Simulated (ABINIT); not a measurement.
## Run report: Na, band-structure run (part 1 of 3)

- system: Na (Im-3m, 1 atom in the cell)
- method: Kohn-Sham DFT of a periodic cell, r2SCAN, SG15 NC PBE v1.2, no spin polarisation (ABINIT 10.8.3)

The structure derives from an entry of the Crystallography Open Database.

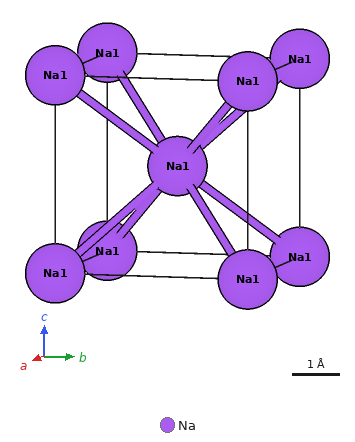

*The structure as given in the input (ball-and-stick view of the cell 2 times as large as that of the calculation, set on its symmetry axes, seen slightly off an axis; atoms are numbered from 1 in the order of the input). An atom can appear more than once, as a periodic image.*

Input:
```
# Datasets: ground state, then fixed potential
ndtset 2

# Pseudopotentials
pp_dirpath "./"
pseudos "Na_ONCV_PBE-1.2.upf"

# Structure
acell 3.708320779 3.708320779 3.708320779 Angstrom
rprim
    -0.5773502692     0.5773502692     0.5773502692
     0.5773502692    -0.5773502692     0.5773502692
     0.5773502692     0.5773502692    -0.5773502692
ntypat 1
znucl 11
natom 1
typat 1
xcart
     0.0000000000     0.0000000000     0.0000000000

# Plane-wave basis
ecut 48.0

# Exchange and correlation
ixc -497498
usekden 1

# Bands and occupations
occopt 3
tsmear 0.05 eV

# SCF cycle
nstep 100

# Output
iomode 3
prtwf 0
prteig 0
prtebands 0
enunit 1
prtden1 1
prtkden1 1

# Dataset 1
kptopt1 1
ngkpt1 9 9 9
nshiftk1 1
shiftk1 0.0 0.0 0.0
nband1 9
tolvrs1 1.0e-9

# Dataset 2: bands along G-H-N-G-P-H
iscf2 -2
getden2 1
getkden2 1
nband2 15
nbdbuf2 4
tolwfr2 1.0e-11
kptopt2 -5
ndivsm2 8
prteig2 1
prtvol2 -3
kptbounds2
     0.0000000000     0.0000000000     0.0000000000
     0.5000000000    -0.5000000000     0.5000000000
     0.0000000000     0.0000000000     0.5000000000
     0.0000000000     0.0000000000     0.0000000000
     0.2500000000     0.2500000000     0.2500000000
     0.5000000000    -0.5000000000     0.5000000000
```

Run on 4 threads of Intel Xeon (Granite Rapids), 16 GiB of memory available, shared host.

Run as:
```bash
mpirun --bind-to none -np 4 abinit run.abi > log 2>&1
```

Output:
```
.Version 10.8.3 of ABINIT
 DATASET    1 : space group Im -3 m (#229); Bravais cI (body-center cubic)
================================================================================
 Values of the parameters that define the memory need for DATASET  1.
     intxc =       0    ionmov =       0      iscf =       7    lmnmax =       4
     lnmax =       4     mgfft =      45  mpssoang =       2    mqgrid =    3001
     natom =       1  nloc_mem =       1    nspden =       1   nspinor =       1
    nsppol =       1      nsym =      48    n1xccc =       0    ntypat =       1
    occopt =       3   xclevel =       2
       mpw =        4244          nfft =       91125          nkpt =          35
================================================================================
================================================================================

 DATASET    2 : space group Im -3 m (#229); Bravais cI (body-center cubic)
================================================================================
 Values of the parameters that define the memory need for DATASET  2.
     intxc =       0    ionmov =       0      iscf =      -2    lmnmax =       4
     lnmax =       4     mgfft =      45  mpssoang =       2    mqgrid =    3001
     natom =       1  nloc_mem =       1    nspden =       1   nspinor =       1
    nsppol =       1      nsym =      48    n1xccc =       0    ntypat =       1
    occopt =       3   xclevel =       2
       mpw =        4248          nfft =       91125          nkpt =          48
================================================================================
================================================================================

--------------------------------------------------------------------------------
------------- Echo of variables that govern the present computation ------------
--------------------------------------------------------------------------------
 -outvars: echo values of preprocessed input variables --------
            acell      7.0077106593E+00  7.0077106593E+00  7.0077106593E+00 Bohr
              amu      2.29897680E+01
             ecut      4.80000000E+01 Hartree
           enunit           1
           getden1          0
           getden2          1
          getkden1          0
          getkden2          1
             iscf1          7
             iscf2         -2
              ixc     -497498
           jdtset        1    2
           kptopt1          1
           kptopt2         -5
         kptrlatt        9    0    0      0    9    0      0    0    9
          kptrlen1     6.30693959E+01
          kptrlen2     3.00000000E+01
            natom           1
            nband1          9
            nband2         15
           nbdbuf1          0
           nbdbuf2          4
           ndtset           2
           ndivsm1          0
           ndivsm2          8
            ngfft          45      45      45
             nkpt1         35
             nkpt2         48
            nstep         100
             nsym          48
           ntypat           1
           occopt           3
        prtebands           0
           prteig1          0
           prteig2          1
          prtkden           1
           prtvol1          0
           prtvol2         -3
            prtwf           0
            rprim     -5.7735026920E-01  5.7735026920E-01  5.7735026920E-01
                       5.7735026920E-01 -5.7735026920E-01  5.7735026920E-01
                       5.7735026920E-01  5.7735026920E-01 -5.7735026920E-01
           shiftk1     0.00000000E+00  0.00000000E+00  0.00000000E+00
           shiftk2     5.00000000E-01  5.00000000E-01  5.00000000E-01
          spgroup         229
           tolvrs1     1.00000000E-09
           tolvrs2     0.00000000E+00
           tolwfr1     0.00000000E+00
           tolwfr2     1.00000000E-11
           tsmear      1.83746611E-03 Hartree
            typat      1
          usekden           1
            znucl       11.00000

================================================================================

 chkinp: Checking input parameters for consistency, jdtset=   1.

 chkinp: Checking input parameters for consistency, jdtset=   2.

================================================================================
== DATASET  1 ==================================================================

--- !DatasetInfo
iteration_state: {dtset: 1, }
dimensions: {natom: 1, nkpt: 35, mband: 9, nsppol: 1, nspinor: 1, nspden: 1, mpw: 4244, }
cutoff_energies: {ecut:  48.0, pawecutdg:  -1.0, }
electrons: {nelect:   9.00000000E+00, charge:   0.00000000E+00, occopt:   3.00000000E+00, tsmear:   1.83746611E-03, }
meta: {optdriver: 0, ionmov: 0, optcell: 0, iscf: 7, paral_kgb: 0, }
...

 Real(R)+Recip(G) space primitive vectors, cartesian coordinates (Bohr,Bohr^-1):
 R(1)= -4.0459036  4.0459036  4.0459036  G(1)=  0.0000000  0.1235818  0.1235818
 R(2)=  4.0459036 -4.0459036  4.0459036  G(2)=  0.1235818  0.0000000  0.1235818
 R(3)=  4.0459036  4.0459036 -4.0459036  G(3)=  0.1235818  0.1235818  0.0000000
 Unit cell volume ucvol=  2.6491503E+02 bohr^3
 Angles (23,13,12)=  1.09471221E+02  1.09471221E+02  1.09471221E+02 degrees

 getcut: wavevector=  0.0000  0.0000  0.0000  ngfft=  45  45  45
         ecut(hartree)=     48.000   => boxcut(ratio)=   2.01426

--- Pseudopotential description ------------------------------------------------
- pspini: atom type   1  psp file is ./Na_ONCV_PBE-1.2.upf
12 -101130 1 -1 602                           pspcod,pspxc,lmax,lloc,mmax
     nproj     2     2

   1.22849031E+02                                ecore*ucvol(ha*bohr**3)
--------------------------------------------------------------------------------

================================================================================

--- !BeginCycle
iteration_state: {dtset: 1, }
solver: {iscf: 7, nstep: 100, nline: 4, wfoptalg: 0, }
tolerances: {tolvrs: 1.00E-09, }
...

     iter   Etot(hartree)      deltaE(h)  residm     vres2
 ETOT  1  -42.636681585973    -4.264E+01 7.479E-02 3.217E+02
 ETOT  2  -42.650333830754    -1.365E-02 1.821E-03 4.620E+01
 ETOT  3  -42.650638273240    -3.044E-04 2.385E-04 1.245E+01
 ETOT  4  -42.650683993580    -4.572E-05 1.806E-04 9.262E-01
 ETOT  5  -42.650691062384    -7.069E-06 1.326E-05 1.275E-01
 ETOT  6  -42.650692006414    -9.440E-07 1.019E-05 5.311E-03
 ETOT  7  -42.650692015769    -9.355E-09 4.064E-07 2.549E-04
 ETOT  8  -42.650692016369    -6.002E-10 2.947E-07 4.596E-05
 ETOT  9  -42.650692016397    -2.807E-11 1.127E-08 2.385E-06
 ETOT 10  -42.650692016391     6.295E-12 8.523E-09 2.281E-08
 ETOT 11  -42.650692016393    -1.961E-12 3.321E-10 3.003E-10

 At SCF step   11       vres2   =  3.00E-10 < tolvrs=  1.00E-09 =>converged.

Result for kinetic energy density :

--------------------------------------------------------------------------------
 Total kinetic energy density [Ha/Bohr^3]
)     Maximum=    1.2559E+01  at reduced coord.    0.0000    0.0000    0.0000
)     Minimum=    2.6864E-04  at reduced coord.    0.7333    0.4889    0.2444
   Integrated=    2.1768E+01
--------------------------------------------------------------------------------

 Cartesian components of stress tensor (hartree/bohr^3)
  sigma(1 1)=  5.67783337E-06  sigma(3 2)=  0.00000000E+00
  sigma(2 2)=  5.67783337E-06  sigma(3 1)=  0.00000000E+00
  sigma(3 3)=  5.67783337E-06  sigma(2 1)=  0.00000000E+00

--- !ResultsGS
iteration_state: {dtset: 1, }
comment   : Summary of ground state results
lattice_vectors:
- [ -4.0459036,   4.0459036,   4.0459036, ]
- [  4.0459036,  -4.0459036,   4.0459036, ]
- [  4.0459036,   4.0459036,  -4.0459036, ]
lattice_lengths: [   7.00771,    7.00771,    7.00771, ]
lattice_angles: [109.471, 109.471, 109.471, ] # degrees, (23, 13, 12)
lattice_volume:   2.6491503E+02
convergence: {deltae: -1.961E-12, res2:  3.003E-10, residm:  3.321E-10, diffor: null, }
etotal    :  -4.26506920E+01
entropy   :   0.00000000E+00
fermie    :   1.15919028E-02
cartesian_stress_tensor: # hartree/bohr^3
- [  5.67783337E-06,   0.00000000E+00,   0.00000000E+00, ]
- [  0.00000000E+00,   5.67783337E-06,   0.00000000E+00, ]
- [  0.00000000E+00,   0.00000000E+00,   5.67783337E-06, ]
pressure_GPa:  -1.6705E-01
xred      :
- [  0.0000E+00,   0.0000E+00,   0.0000E+00, Na]
cartesian_forces: # hartree/bohr
- [ -0.00000000E+00,  -0.00000000E+00,  -0.00000000E+00, ]
force_length_stats: {min:   0.00000000E+00, max:   0.00000000E+00, mean:   0.00000000E+00, }
...

 Integrated electronic density in atomic spheres:
 ------------------------------------------------
 Atom  Sphere_radius  Integrated_density
    1        2.00000          7.94161919
================================================================================

 ----iterations are completed or convergence reached----

 Mean square residual over all n,k,spin=   20.356E-13; max=  33.212E-11
 reduced coordinates (array xred) for    1 atoms
       0.000000000000      0.000000000000      0.000000000000
 rms dE/dt=  0.0000E+00; max dE/dt=  0.0000E+00; dE/dt below (all hartree)
    1       0.000000000000      0.000000000000      0.000000000000

 cartesian coordinates (angstrom) at end:
    1      0.00000000000000     0.00000000000000     0.00000000000000

 cartesian forces (hartree/bohr) at end:
    1     -0.00000000000000    -0.00000000000000    -0.00000000000000
 frms,max,avg= 0.0000000E+00 0.0000000E+00   0.000E+00  0.000E+00  0.000E+00 h/b

 cartesian forces (eV/Angstrom) at end:
    1     -0.00000000000000    -0.00000000000000    -0.00000000000000
 frms,max,avg= 0.0000000E+00 0.0000000E+00   0.000E+00  0.000E+00  0.000E+00 e/A
 length scales=  7.007710659323  7.007710659323  7.007710659323 bohr
              =  3.708320779000  3.708320779000  3.708320779000 angstroms
 Fermi (or HOMO) energy (eV) =   0.31543   Average Vxc (eV)=  -6.65484
 Eigenvalues (   eV  ) for nkpt=  35  k points:
 kpt#   1, nband=  9, wtk=  0.00137, kpt=  0.0000  0.0000  0.0000 (reduced coord)
 -55.51599  -25.69729  -25.69729  -25.69729   -3.05326   12.62584   12.62584   12.62584
  13.70352
 prteigrs : prtvol=0 or 1, do not print more k-points.

--- !EnergyTerms
iteration_state     : {dtset: 1, }
comment             : Components of total free energy in Hartree
kinetic             :  2.17677356133888E+01
hartree             :  1.74014401665039E+01
xc                  : -6.32651301255850E+00
Ewald energy        : -1.82145903583719E+01
psp_core            :  4.63729943750312E-01
local_psp           : -4.47643982431261E+01
non_local_psp       : -1.29779784286805E+01
internal            : -4.26505743190938E+01
'-kT*entropy'       : -1.17697299177956E-04
total_energy        : -4.26506920163930E+01
total_energy_eV     : -1.16058445411645E+03
band_energy         : -9.78596455028767E+00
...

 Cartesian components of stress tensor (hartree/bohr^3)
  sigma(1 1)=  5.67783337E-06  sigma(3 2)=  0.00000000E+00
  sigma(2 2)=  5.67783337E-06  sigma(3 1)=  0.00000000E+00
  sigma(3 3)=  5.67783337E-06  sigma(2 1)=  0.00000000E+00

-Cartesian components of stress tensor (GPa)         [Pressure= -1.6705E-01 GPa]
- sigma(1 1)=  1.67047625E-01  sigma(3 2)=  0.00000000E+00
- sigma(2 2)=  1.67047625E-01  sigma(3 1)=  0.00000000E+00
- sigma(3 3)=  1.67047625E-01  sigma(2 1)=  0.00000000E+00

================================================================================
== DATASET  2 ==================================================================

--- !DatasetInfo
iteration_state: {dtset: 2, }
dimensions: {natom: 1, nkpt: 48, mband: 15, nsppol: 1, nspinor: 1, nspden: 1, mpw: 4248, }
cutoff_energies: {ecut:  48.0, pawecutdg:  -1.0, }
electrons: {nelect:   9.00000000E+00, charge:   0.00000000E+00, occopt:   3.00000000E+00, tsmear:   1.83746611E-03, }
meta: {optdriver: 0, ionmov: 0, optcell: 0, iscf: -2, paral_kgb: 0, }
...

 mkfilename : getden/=0, take file _DEN from output of DATASET   1.

 mkfilename : getkden/=0, take file _KDEN from output of DATASET   1.

 Real(R)+Recip(G) space primitive vectors, cartesian coordinates (Bohr,Bohr^-1):
 R(1)= -4.0459036  4.0459036  4.0459036  G(1)=  0.0000000  0.1235818  0.1235818
 R(2)=  4.0459036 -4.0459036  4.0459036  G(2)=  0.1235818  0.0000000  0.1235818
 R(3)=  4.0459036  4.0459036 -4.0459036  G(3)=  0.1235818  0.1235818  0.0000000
 Unit cell volume ucvol=  2.6491503E+02 bohr^3
 Angles (23,13,12)=  1.09471221E+02  1.09471221E+02  1.09471221E+02 degrees

 getcut: wavevector=  0.0000  0.0000  0.0000  ngfft=  45  45  45
         ecut(hartree)=     48.000   => boxcut(ratio)=   2.01426
--------------------------------------------------------------------------------
```
